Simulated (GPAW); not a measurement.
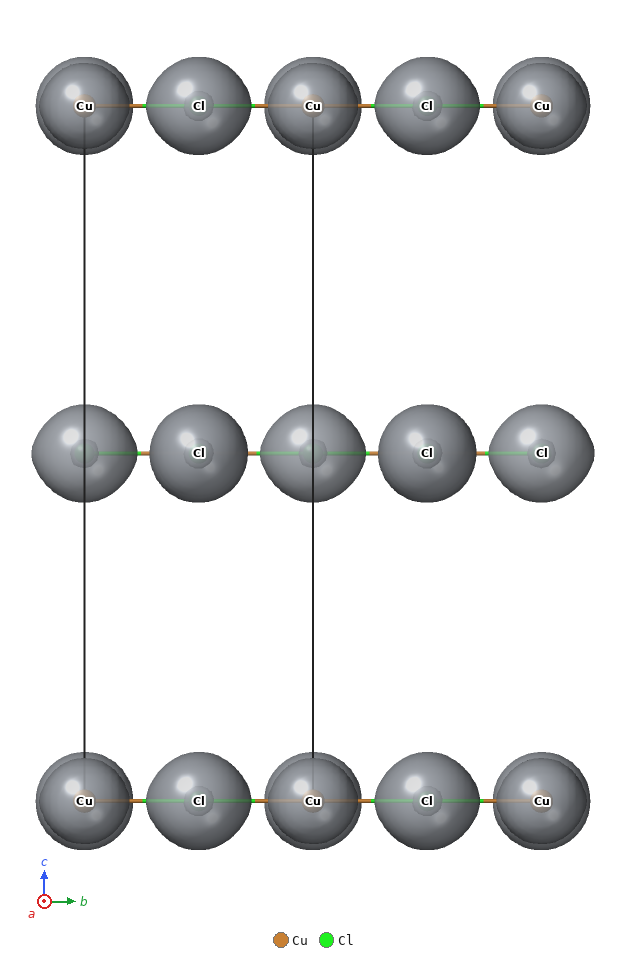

CuCl₂. Isosurface of the valence electron density at 0.6 e/Å³ (grey), seen along the a axis. Sticks mark near contacts.

Space group I4/mmm; a structure from a database of computed crystals, not necessarily the ambient phase.

All numbers below come from GPAW, Kohn-Sham DFT of a periodic cell, LDA, PAW data sets made by gpaw-setup for the functional.

Core electrons are frozen (PAW), and the valence fields are smoothed inside the atomic spheres.

How is the density connected at this value?

At this value the density breaks into separate islands; it holds about 70 % of the electrons treated as valence. It bridges none of the near contacts. It is pinched off along the sampled Cu–Cl (2.25 Å) contacts. On the grid the lowest density along these lines, outside the cores, is 0.5 e/Å³ (Cu–Cl, 2.25 Å).
